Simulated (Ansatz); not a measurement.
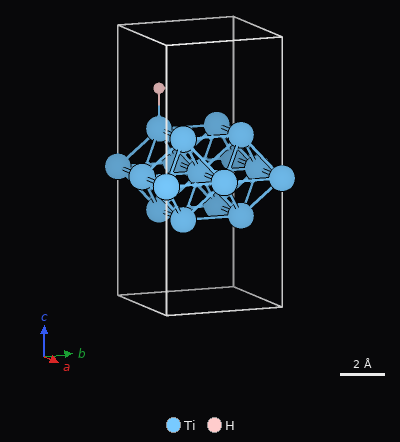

*The starting structure (ball-and-stick view of the cell of the calculation, with the vacuum cut short, seen slightly off an axis). An atom can appear more than once, as a periodic image.*

Near neighbours in the periodic cell (some may lie outside the picture): Ti has 8 Ti at 2.80 to 2.91 Å; Ti has 12 Ti at 2.80 to 2.91 Å; Ti has 1 H at 1.92 Å and 8 Ti at 2.80 to 2.91 Å; H has 1 Ti at 1.92 Å.

**Geometry relaxation, with input and output: Ti12H (part 1 of 2)**

System: Ti12H (slab, 13 atoms in the cell).
Method: DFT PBE, scalar-relativistic, plane waves, PAW, PAW set soft_1, no spin polarisation (Ansatz 0.2.0).

The structure derives from an entry of the Crystallography Open Database. The input holds or restrains some coordinates. Forces given for the steps count only the free coordinates.

**The program's output**
```
Engine: ansatz 0.2.0, aarch64-unknown-linux-gnu
Pseudopotentials: kind: paw
Pseudopotential: Ti, paw, valence charge 12, recommended cutoff 420 eV (normal), [file]
Pseudopotential: H, paw, valence charge 1, recommended cutoff 420 eV (normal), [file]
Functional definition: PBE
  parameter kappa = 0.804
  parameter beta = 0.06672455060314922
  exchange = pbe_x(kappa = kappa, mu = beta*pi^2/3)
  correlation = pbe_c(beta = beta)
Crystal: 13 atoms, lattice volume = 652.837 Å³
Basis set: ecut = 420 eV, 12829 PW (Γ), exchange–correlation on 80×80×270 points (8 copies of the dense FFT grid, shifted against one another)
Bands: 87, of which v1, the nominal top of the filled ones, is band 73 counted from 1 (72 counted from 0)
Symmetry: 8 space group operations
Space group: P4mm (ITA 99), of the structure as read, at distance tolerance 8.7e-5 Å
k-points: 6 of 25
Non-local potential: Ti, projectors of the file, l = 0: 3, l = 1: 2, l = 2: 3, l = 3: 1
Non-local potential: H, projectors of the file, l = 0: 2, l = 1: 1
PAW form: soft (Blöchl's): semilocal exchange-correlation on the pseudo side does not see the compensation charge
PAW one-centre angular grid: Ti, 590 points (default); XC on 64 Gauss nodes
PAW one-centre angular grid: H, 110 points (default); XC on 64 Gauss nodes
Initial density: superposition of atomic densities (neutral atoms: chi_scale 0, normalization atom)
Initial wavefunctions: pseudopotential atomic-orbital guess
Functional: x = pbe(κ = 0.804, μ = 0.2195149727645171), c = pbe(β = 0.06672455060314922)
SCF iter   1: F=—  HF=-30020.863360 eV  |F-HF|=—  |Δ(HF+E_count)|=         —  Δρ=6.31e-2  dr2=1.52e2  ethr=3.10e-3  p=0.000 e·Å  D=1.70e-7 V/Å  ΔV_dip=-0.00 eV  dr2_dipole=1.30e0  V_vac-E_F(+/−)=8.20/8.20 eV  ⟨swp⟩=9.7  Hψ=2583  notcnv=0
efield: sawtooth ramp at fractional position 0.8355 (placed from the atoms, in the widest stretch of the axis that holds none; the zero of the levels goes with the place), width 0.0400; the density the first Hamiltonian is built on has a dipole p = 0.000 e·Å; the dipole correction subtracts the counter field D = 1.70e-7 V/Å, which shifts the + side's vacuum level by -0.00 eV against the − side's; the planar-averaged density in the ramp window peaks in size at 7.1e-7 e/Å³
preconditioner: auto → LDOS  [metal: Δε(μ)=0.056 eV  Ē_g=2.892 eV  σ=0.100 eV  W_gap=0.30  n_scr=92 (ndim 8)  ℏωp=10.2 eV  f_vac=0.557  D(μ)=9.40/eV (n_scr^D=48)  β→1.0]
SCF iter   2: F=—  HF=-30033.408426 eV  |F-HF|=—  |Δ(HF+E_count)|=    1.25e1  Δρ=9.20e-2  dr2=4.90e2  ethr=3.10e-3  p=-0.608 e·Å  D=-1.68e-1 V/Å  ΔV_dip=3.25 eV  dr2_dipole=5.45e1  V_vac-E_F(+/−)=2.31/-0.95 eV  ⟨swp⟩=11.0  Hψ=3604  notcnv=0  defer=42  recentre
SCF iter   3: F=—  HF=-30005.695659 eV  |F-HF|=—  |Δ(HF+E_count)|=    2.77e1  Δρ=1.54e-2  dr2=1.20e1  ethr=3.10e-3  p=-0.183 e·Å  D=-5.07e-2 V/Å  ΔV_dip=0.98 eV  dr2_dipole=2.81e-1  V_vac-E_F(+/−)=6.10/5.13 eV  ⟨swp⟩=9.3  Hψ=2704  notcnv=0  defer=10
SCF iter   4: F=—  HF=-30004.345013 eV  |F-HF|=—  |Δ(HF+E_count)|=    1.35e0  Δρ=6.08e-3  dr2=7.52e-1  ethr=3.10e-3  p=0.017 e·Å  D=4.76e-3 V/Å  ΔV_dip=-0.09 eV  dr2_dipole=9.36e-2  V_vac-E_F(+/−)=4.98/5.07 eV  ⟨swp⟩=4.7  Hψ=917  notcnv=0  defer=12
SCF iter   5: F=—  HF=-30004.323756 eV  |F-HF|=—  |Δ(HF+E_count)|=   2.13e-2  Δρ=3.30e-3  dr2=2.62e-1  ethr=5.19e-4  p=-0.063 e·Å  D=-1.74e-2 V/Å  ΔV_dip=0.34 eV  dr2_dipole=1.52e-2  V_vac-E_F(+/−)=4.73/4.39 eV  ⟨swp⟩=5.2  Hψ=1049  notcnv=0  defer=11
SCF iter   6: F=—  HF=-30004.330625 eV  |F-HF|=—  |Δ(HF+E_count)|=   6.87e-3  Δρ=2.98e-3  dr2=1.72e-1  ethr=1.81e-4  p=-0.098 e·Å  D=-2.72e-2 V/Å  ΔV_dip=0.53 eV  dr2_dipole=2.29e-2  V_vac-E_F(+/−)=4.64/4.12 eV  ⟨swp⟩=2.7  Hψ=771  notcnv=0  defer=8
SCF iter   7: F=—  HF=-30004.329809 eV  |F-HF|=—  |Δ(HF+E_count)|=   8.15e-4  Δρ=1.36e-3  dr2=7.25e-2  ethr=1.19e-4  p=-0.102 e·Å  D=-2.82e-2 V/Å  ΔV_dip=0.54 eV  dr2_dipole=7.03e-3  V_vac-E_F(+/−)=4.66/4.11 eV  ⟨swp⟩=2.0  Hψ=630  notcnv=0  defer=8
SCF iter   8: F=—  HF=-30004.327199 eV  |F-HF|=—  |Δ(HF+E_count)|=   2.61e-3  Δρ=5.04e-4  dr2=1.58e-2  ethr=5.00e-5  p=-0.111 e·Å  D=-3.09e-2 V/Å  ΔV_dip=0.60 eV  dr2_dipole=1.25e-4  V_vac-E_F(+/−)=4.64/4.05 eV  ⟨swp⟩=1.7  Hψ=540  notcnv=0  defer=8
SCF iter   9: F=—  HF=-30004.326574 eV  |F-HF|=—  |Δ(HF+E_count)|=   6.25e-4  Δρ=2.79e-4  dr2=4.92e-3  ethr=1.09e-5  p=-0.128 e·Å  D=-3.56e-2 V/Å  ΔV_dip=0.69 eV  dr2_dipole=9.74e-4  V_vac-E_F(+/−)=4.59/3.91 eV  ⟨swp⟩=2.8  Hψ=648  notcnv=0  defer=8
SCF iter  10: F=—  HF=-30004.327153 eV  |F-HF|=—  |Δ(HF+E_count)|=   5.79e-4  Δρ=1.66e-4  dr2=1.03e-3  ethr=3.39e-6  p=-0.139 e·Å  D=-3.85e-2 V/Å  ΔV_dip=0.74 eV  dr2_dipole=2.72e-4  V_vac-E_F(+/−)=4.58/3.84 eV  ⟨swp⟩=2.3  Hψ=559  notcnv=0  defer=8
SCF iter  11: F=—  HF=-30004.327181 eV  |F-HF|=—  |Δ(HF+E_count)|=   2.86e-5  Δρ=5.39e-5  dr2=4.80e-5  ethr=7.12e-7  p=-0.142 e·Å  D=-3.94e-2 V/Å  ΔV_dip=0.76 eV  dr2_dipole=6.73e-6  V_vac-E_F(+/−)=4.57/3.81 eV  ⟨swp⟩=2.2  Hψ=642  notcnv=0  defer=8
SCF iter  12: F=-30004.327220 eV  HF=-30004.327212 eV  |F-HF|=8.95e-6  |Δ(HF+E_count)|=   3.01e-5  Δρ=1.71e-5  dr2=2.54e-6  ethr=1.08e-8  p=-0.143 e·Å  D=-3.97e-2 V/Å  ΔV_dip=0.77 eV  dr2_dipole=5.13e-8  V_vac-E_F(+/−)=4.57/3.81 eV  ⟨swp⟩=25.2  Hψ=3400  notcnv=0
WARN: efield: at this solve's end the planar-averaged density reaches 1.12e-5 e/Å³ inside the ramp window [0.7837, 0.9273] (bound 1e-5 e/Å³); the window's nearer edge stands 5.40 Å from this solve's nearest atom along the axis. Its work functions, free energy, forces, stress, dipole, levels and responses can be off, and this figure does not tell by how much. A short vacuum, a low `basis.ecutwfc` or `basis.ecutrho_ratio` and negative occupations (`scf.occupations.method`) can put density there. See the manual's quickstart, § The vacuum guard
SCF 1 converged in 12 iterations: F = -30004.327220 eV  dr2 = 2.54e-6
  greatest PAW one-centre occupation: 0.999 electrons in one spin orbital (limit 2), on the Ti atom at site 5 (counted from 0), in its partial waves of l = 0
relax step   1: F+E_penalty+E_count = -30004.32722048 eV  Δ(F+E_penalty+E_count) = +0.000e0 eV  max|allowed force component| = 6.294e-1 eV/Å  Δτ_max = 0.0000 Å  (12 SCF iters, dr2 threshold 1.56e-5 eV, accepted)
Initial density: handed on by an earlier stage of this run
Initial wavefunctions: those handed on with the density
iter 1 solved again at ethr=2.97e-4 eV; its pass at ethr=3.10e-3 eV (dr2=4.31e-1 eV) is discarded
SCF iter   1: F=—  HF=-30004.366644 eV  |F-HF|=—  |Δ(HF+E_count)|=         —  Δρ=5.26e-3  dr2=4.38e-1  ethr=2.97e-4  p=-0.143 e·Å  D=-3.97e-2 V/Å  ΔV_dip=0.77 eV  dr2_dipole=3.80e-2  V_vac-E_F(+/−)=4.58/3.82 eV  ⟨swp⟩=1.0  Hψ=1462  notcnv=0  defer=18
efield: sawtooth ramp at fractional position 0.8355 (handed on by an earlier solve), width 0.0400; the density the first Hamiltonian is built on has a dipole p = -0.143 e·Å; the dipole correction subtracts the counter field D = -3.97e-2 V/Å, which shifts the + side's vacuum level by +0.77 eV against the − side's; the planar-averaged density in the ramp window peaks in size at 8.7e-6 e/Å³
preconditioner: auto → LDOS  [metal: Δε(μ)=0.031 eV  Ē_g=2.211 eV  σ=0.100 eV  W_gap=0.17  n_scr=92 (ndim 8)  ℏωp=10.2 eV  f_vac=0.581  D(μ)=29.55/eV (n_scr^D=260)  β→1.0]
SCF iter   2: F=—  HF=-30004.330032 eV  |F-HF|=—  |Δ(HF+E_count)|=   3.66e-2  Δρ=1.20e-3  dr2=1.71e-2  ethr=2.97e-4  p=-0.115 e·Å  D=-3.19e-2 V/Å  ΔV_dip=0.62 eV  dr2_dipole=1.13e-4  V_vac-E_F(+/−)=4.43/3.81 eV  ⟨swp⟩=2.0  Hψ=670  notcnv=0  defer=18
SCF iter   3: F=—  HF=-30004.331510 eV  |F-HF|=—  |Δ(HF+E_count)|=   1.48e-3  Δρ=8.24e-4  dr2=9.91e-3  ethr=1.18e-5  p=-0.111 e·Å  D=-3.07e-2 V/Å  ΔV_dip=0.59 eV  dr2_dipole=1.11e-3  V_vac-E_F(+/−)=4.41/3.81 eV  ⟨swp⟩=3.0  Hψ=1020  notcnv=0  defer=20
SCF iter   4: F=—  HF=-30004.330499 eV  |F-HF|=—  |Δ(HF+E_count)|=   1.01e-3  Δρ=1.97e-4  dr2=8.66e-4  ethr=6.84e-6  p=-0.110 e·Å  D=-3.04e-2 V/Å  ΔV_dip=0.59 eV  dr2_dipole=7.04e-5  V_vac-E_F(+/−)=4.40/3.81 eV  ⟨swp⟩=2.0  Hψ=757  notcnv=0  defer=20
SCF iter   5: F=—  HF=-30004.330527 eV  |F-HF|=—  |Δ(HF+E_count)|=   2.73e-5  Δρ=1.08e-4  dr2=1.23e-4  ethr=5.97e-7  p=-0.108 e·Å  D=-2.98e-2 V/Å  ΔV_dip=0.58 eV  dr2_dipole=8.99e-7  V_vac-E_F(+/−)=4.39/3.81 eV  ⟨swp⟩=2.2  Hψ=655  notcnv=0  defer=20
SCF iter   6: F=-30004.330526 eV  HF=-30004.330525 eV  |F-HF|=1.25e-6  |Δ(HF+E_count)|=   2.10e-6  Δρ=2.60e-5  dr2=7.41e-6  ethr=1.71e-8  p=-0.107 e·Å  D=-2.97e-2 V/Å  ΔV_dip=0.57 eV  dr2_dipole=3.37e-7  V_vac-E_F(+/−)=4.39/3.81 eV  ⟨swp⟩=13.5  Hψ=2498  notcnv=0
WARN: efield: at this solve's end the planar-averaged density reaches 1.02e-5 e/Å³ inside the ramp window [0.7837, 0.9273] (bound 1e-5 e/Å³), and -8.11e-7 e/Å³ on another of its planes; the window's nearer edge stands 5.40 Å from this solve's nearest atom along the axis. Its work functions, free energy, forces, stress, dipole, levels and responses can be off, and this figure does not tell by how much. A short vacuum, a low `basis.ecutwfc` or `basis.ecutrho_ratio` and negative occupations (`scf.occupations.method`) can put density there. See the manual's quickstart, § The vacuum guard
SCF 2 converged in 6 iterations: F = -30004.330526 eV  dr2 = 7.41e-6
  greatest PAW one-centre occupation: 0.999 electrons in one spin orbital (limit 2), on the Ti atom at site 6 (counted from 0), in its partial waves of l = 0
relax step   2: F+E_penalty+E_count = -30004.33052587 eV  Δ(F+E_penalty+E_count) = -3.305e-3 eV  max|allowed force component| = 7.597e-1 eV/Å  Δτ_max = 0.1950 Å  (6 SCF iters, dr2 threshold 2.48e-5 eV, accepted)
SCF iter   1: F=—  HF=-30004.366803 eV  |F-HF|=—  |Δ(HF+E_count)|=         —  Δρ=2.11e-3  dr2=6.67e-2  ethr=4.29e-4  p=-0.107 e·Å  D=-2.97e-2 V/Å  ΔV_dip=0.57 eV  dr2_dipole=5.13e-3  V_vac-E_F(+/−)=4.38/3.81 eV  ⟨swp⟩=2.0  Hψ=838  notcnv=0  defer=7
efield: sawtooth ramp at fractional position 0.8323 (placed anew in the vacuum of the place that an earlier solve handed on: the zero of the levels moves with the ramp), width 0.0400; the density the first Hamiltonian is built on has a dipole p = -0.107 e·Å; the dipole correction subtracts the counter field D = -2.97e-2 V/Å, which shifts the + side's vacuum level by +0.57 eV against the − side's; the planar-averaged density in the ramp window peaks in size at 8.1e-6 e/Å³
preconditioner: auto → LDOS  [metal: Δε(μ)=0.033 eV  Ē_g=2.202 eV  σ=0.100 eV  W_gap=0.18  n_scr=92 (ndim 8)  ℏωp=10.2 eV  f_vac=0.581  D(μ)=29.67/eV (n_scr^D=260)  β→1.0]
SCF iter   2: F=—  HF=-30004.361439 eV  |F-HF|=—  |Δ(HF+E_count)|=   5.36e-3  Δρ=5.40e-4  dr2=2.71e-3  ethr=4.60e-5  p=-0.118 e·Å  D=-3.28e-2 V/Å  ΔV_dip=0.63 eV  dr2_dipole=1.85e-6  V_vac-E_F(+/−)=4.44/3.81 eV  ⟨swp⟩=2.0  Hψ=741  notcnv=0  defer=7
SCF iter   3: F=—  HF=-30004.361853 eV  |F-HF|=—  |Δ(HF+E_count)|=   4.14e-4  Δρ=3.10e-4  dr2=1.25e-3  ethr=1.87e-6  p=-0.118 e·Å  D=-3.28e-2 V/Å  ΔV_dip=0.63 eV  dr2_dipole=9.50e-5  V_vac-E_F(+/−)=4.45/3.81 eV  ⟨swp⟩=2.7  Hψ=973  notcnv=0  defer=7
SCF iter   4: F=—  HF=-30004.361753 eV  |F-HF|=—  |Δ(HF+E_count)|=   9.95e-5  Δρ=1.02e-4  dr2=1.45e-4  ethr=8.65e-7  p=-0.119 e·Å  D=-3.30e-2 V/Å  ΔV_dip=0.64 eV  dr2_dipole=1.34e-5  V_vac-E_F(+/−)=4.45/3.81 eV  ⟨swp⟩=2.2  Hψ=702  notcnv=0  defer=7
SCF iter   5: F=-30004.361725 eV  HF=-30004.361745 eV  |F-HF|=1.96e-5  |Δ(HF+E_count)|=   8.01e-6  Δρ=4.09e-5  dr2=2.38e-5  ethr=2.49e-8  p=-0.119 e·Å  D=-3.31e-2 V/Å  ΔV_dip=0.64 eV  dr2_dipole=1.01e-6  V_vac-E_F(+/−)=4.45/3.81 eV  ⟨swp⟩=12.2  Hψ=2332  notcnv=0
SCF 3 converged in 5 iterations: F = -30004.361725 eV  dr2 = 2.38e-5
  greatest PAW one-centre occupation: 0.999 electrons in one spin orbital (limit 2), on the Ti atom at site 7 (counted from 0), in its partial waves of l = 0
relax step   3: F+E_penalty+E_count = -30004.36172541 eV  Δ(F+E_penalty+E_count) = -3.120e-2 eV  max|allowed force component| = 1.191e-1 eV/Å  Δτ_max = 0.0735 Å  (5 SCF iters, dr2 threshold 3.61e-5 eV, accepted)
SCF iter   1: F=—  HF=-30004.362639 eV  |F-HF|=—  |Δ(HF+E_count)|=         —  Δρ=4.31e-4  dr2=2.91e-3  ethr=2.04e-5  p=-0.119 e·Å  D=-3.31e-2 V/Å  ΔV_dip=0.64 eV  dr2_dipole=2.29e-4  V_vac-E_F(+/−)=4.45/3.81 eV  ⟨swp⟩=2.0  Hψ=748  notcnv=0
efield: sawtooth ramp at fractional position 0.8323 (handed on by an earlier solve), width 0.0400; the density the first Hamiltonian is built on has a dipole p = -0.119 e·Å; the dipole correction subtracts the counter field D = -3.31e-2 V/Å, which shifts the + side's vacuum level by +0.64 eV against the − side's; the planar-averaged density in the ramp window peaks in size at 8.0e-6 e/Å³
preconditioner: auto → LDOS  [metal: Δε(μ)=0.032 eV  Ē_g=2.201 eV  σ=0.100 eV  W_gap=0.17  n_scr=92 (ndim 8)  ℏωp=10.2 eV  f_vac=0.581  D(μ)=29.65/eV (n_scr^D=260)  β→1.0]
SCF iter   2: F=—  HF=-30004.362392 eV  |F-HF|=—  |Δ(HF+E_count)|=   2.47e-4  Δρ=1.19e-4  dr2=1.67e-4  ethr=2.01e-6  p=-0.122 e·Å  D=-3.39e-2 V/Å  ΔV_dip=0.65 eV  dr2_dipole=4.17e-7  V_vac-E_F(+/−)=4.46/3.81 eV  ⟨swp⟩=2.0  Hψ=740  notcnv=0
SCF iter   3: F=—  HF=-30004.362672 eV  |F-HF|=—  |Δ(HF+E_count)|=   2.80e-4  Δρ=8.46e-5  dr2=9.20e-5  ethr=1.15e-7  p=-0.122 e·Å  D=-3.39e-2 V/Å  ΔV_dip=0.66 eV  dr2_dipole=4.75e-6  V_vac-E_F(+/−)=4.47/3.81 eV  ⟨swp⟩=2.7  Hψ=946  notcnv=0
SCF iter   4: F=—  HF=-30004.362666 eV  |F-HF|=—  |Δ(HF+E_count)|=   5.65e-6  Δρ=2.58e-5  dr2=9.67e-6  ethr=6.34e-8  p=-0.123 e·Å  D=-3.40e-2 V/Å  ΔV_dip=0.66 eV  dr2_dipole=8.89e-7  V_vac-E_F(+/−)=4.47/3.81 eV  ⟨swp⟩=2.0  Hψ=639  notcnv=0
SCF iter   5: F=—  HF=-30004.362666 eV  |F-HF|=—  |Δ(HF+E_count)|=   1.46e-7  Δρ=1.21e-5  dr2=2.08e-6  ethr=6.67e-9  p=-0.123 e·Å  D=-3.40e-2 V/Å  ΔV_dip=0.66 eV  dr2_dipole=6.95e-8  V_vac-E_F(+/−)=4.47/3.81 eV  ⟨swp⟩=2.0  Hψ=763  notcnv=0
SCF iter   6: F=-30004.362666 eV  HF=-30004.362666 eV  |F-HF|=5.20e-8  |Δ(HF+E_count)|=   8.37e-8  Δρ=3.10e-6  dr2=1.65e-7  ethr=6.12e-10  p=-0.123 e·Å  D=-3.40e-2 V/Å  ΔV_dip=0.66 eV  dr2_dipole=3.70e-9  V_vac-E_F(+/−)=4.47/3.81 eV  ⟨swp⟩=11.7  Hψ=1945  notcnv=0
SCF 4 converged in 6 iterations: F = -30004.362666 eV  dr2 = 1.65e-7
relax step   4: F+E_penalty+E_count = -30004.36266575 eV  Δ(F+E_penalty+E_count) = -9.403e-4 eV  max|allowed force component| = 2.670e-3 eV/Å  Δτ_max = 0.0155 Å  (6 SCF iters, dr2 threshold 8.87e-7 eV, accepted)
iter 1 solved again at ethr=1.41e-10 eV; its pass at ethr=3.10e-3 eV (dr2=2.04e-7 eV) is discarded
SCF iter   1: F=—  HF=-30004.362266 eV  |F-HF|=—  |Δ(HF+E_count)|=         —  Δρ=3.33e-6  dr2=2.03e-7  ethr=1.41e-10  p=-0.123 e·Å  D=-3.40e-2 V/Å  ΔV_dip=0.66 eV  dr2_dipole=1.10e-8  V_vac-E_F(+/−)=4.47/3.81 eV  ⟨swp⟩=1.7  Hψ=1265  notcnv=0
efield: sawtooth ramp at fractional position 0.8323 (handed on by an earlier solve), width 0.0400; the density the first Hamiltonian is built on has a dipole p = -0.123 e·Å; the dipole correction subtracts the counter field D = -3.40e-2 V/Å, which shifts the + side's vacuum level by +0.66 eV against the − side's; the planar-averaged density in the ramp window peaks in size at 7.9e-6 e/Å³
preconditioner: auto → LDOS  [metal: Δε(μ)=0.032 eV  Ē_g=2.201 eV  σ=0.100 eV  W_gap=0.17  n_scr=92 (ndim 8)  ℏωp=10.2 eV  f_vac=0.581  D(μ)=29.64/eV (n_scr^D=260)  β→1.0]
SCF iter   2: F=—  HF=-30004.362666 eV  |F-HF|=—  |Δ(HF+E_count)|=   3.99e-4  Δρ=2.29e-6  dr2=7.25e-8  ethr=6.90e-11  p=-0.123 e·Å  D=-3.41e-2 V/Å  ΔV_dip=0.66 eV  dr2_dipole=2.88e-9  V_vac-E_F(+/−)=4.47/3.81 eV  ⟨swp⟩=3.3  Hψ=2042  notcnv=0
SCF iter   3: F=-30004.362666 eV  HF=-30004.362666 eV  |F-HF|=1.73e-8  |Δ(HF+E_count)|=   5.53e-9  Δρ=1.45e-6  dr2=2.76e-8  ethr=5.00e-11  p=-0.123 e·Å  D=-3.41e-2 V/Å  ΔV_dip=0.66 eV  dr2_dipole=4.66e-10  V_vac-E_F(+/−)=4.47/3.81 eV  ⟨swp⟩=2.2  Hψ=1698  notcnv=0
SCF 5 converged in 3 iterations: F = -30004.362666 eV  dr2 = 2.76e-8
relax step   5: F+E_penalty+E_count = -30004.36266585 eV  Δ(F+E_penalty+E_count) = -1.017e-7 eV  max|allowed force component| = 2.571e-3 eV/Å  Δτ_max = 0.0000 Å  (3 SCF iters, accepted)
```

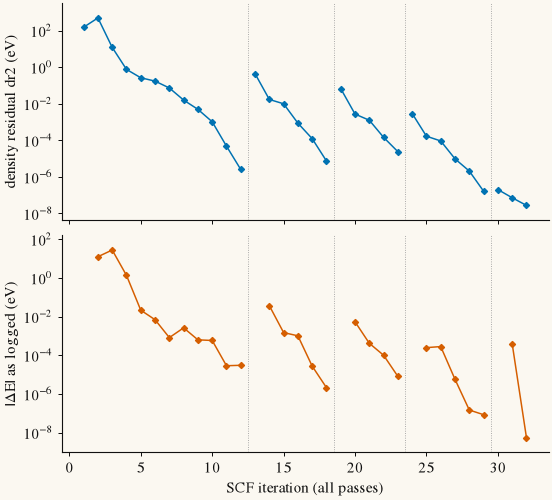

*Convergence of the self-consistent field: density residual dr2 and size of the energy change against the SCF iteration. The dotted lines part the SCF passes of the relaxation: geometry steps, rejected trials and re-solves on a re-selected basis.*

The 5 passes take 3 to 12 iterations each, 32 in all.

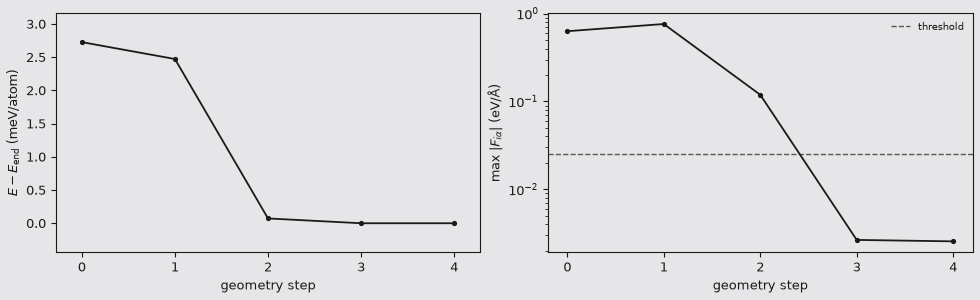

*Progress of the restrained relaxation, step by step (the first geometry is step 0 here and step 1 in the log).*

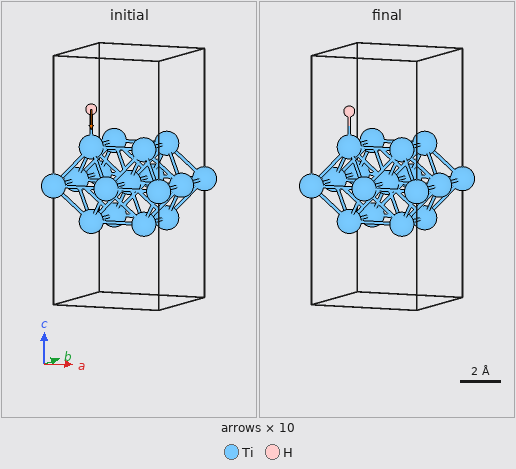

*Before (left) and after (right) the restrained relaxation, at one scale (ball-and-stick view of the cell of the calculation, with the vacuum cut short, seen slightly off an axis). The orange arrows give the displacements, magnified 10 times.*

H13 moves most: 0.11 Å. Ti stays in place. The cell stays as it was. Among the contacts that change: Ti9–H13 1.920 → 1.814 Å. After 4 geometry steps the energy has fallen by 2.7 meV per atom. The largest force component goes from 0.63 to 0.0026 eV/Å. (Atoms are counted from 1 in the order of the input.)
